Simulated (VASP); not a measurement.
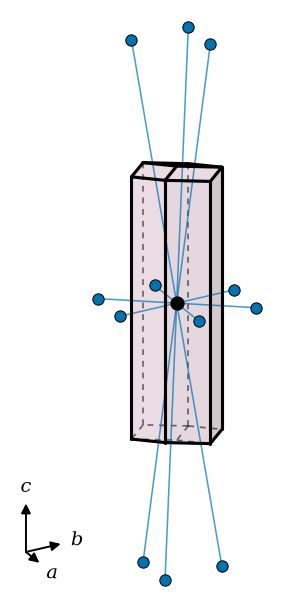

The Wigner–Seitz cell of the crystal's lattice, with lines to the lattice points that define its faces. Crystal: C, a cell listed in the Materials Project, as set up for an electronic-structure calculation. Geometry calculated from the standardised cell; symmetry tolerance 0.002 Å.

a = 2.466 Å, b = 2.466 Å, c = 24.848 Å, α = 90.00°, β = 90.00°, γ = 120.00°; space group R-3m, No. 166, hexagonal axes.

> Describe the polyhedron.

A rhombic dodecahedron: 12 faces (12 with 4 edges), 24 edges, 14 vertices. Its volume is that of the primitive cell, 43.6 Å³.

> Which lattice vectors do the faces bisect?

| example | length (Å) | faces | edges of each | area (Å²) |
| --- | --- | --- | --- | --- |
| a + b | 2.47 | 6 | 4 | 11.6 |
| 2/3 a + 1/3 b + 1/3 c | 8.40 | 6 | 4 | 1.8 |
